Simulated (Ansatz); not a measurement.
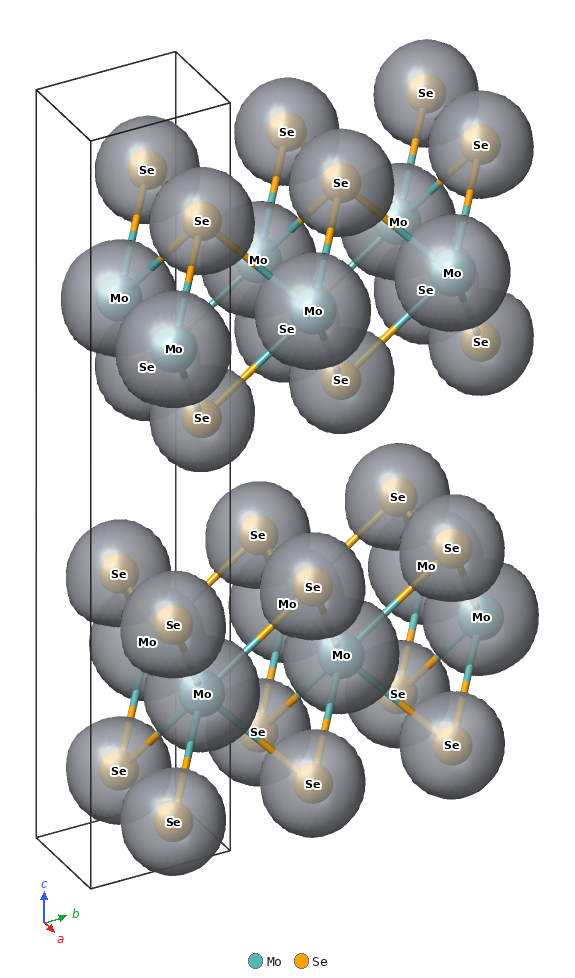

*MoSe2. Isosurface of the valence charge density (pseudo) at 0.8 e/Å³ (grey), seen slightly off an axis. Sticks mark near contacts.*

Space group P6₃/mmc; computed without spin polarisation.

The calculation used Ansatz, DFT PBE+D3(BJ), scalar-relativistic, plane waves, PAW.

In a PAW calculation such maps are meaningful between the atoms, not at the nuclei.

**How is the density connected at this value?**

At this value the density breaks into separate islands; it holds about 75 % of the electrons treated as valence (semicore included). It bridges none of the near contacts. It is pinched off along the shortest Mo–Se (2.53 Å) contacts. On the grid the lowest density along these lines, outside the cores, is 0.53 e/Å³ (Mo–Se, 2.53 Å).
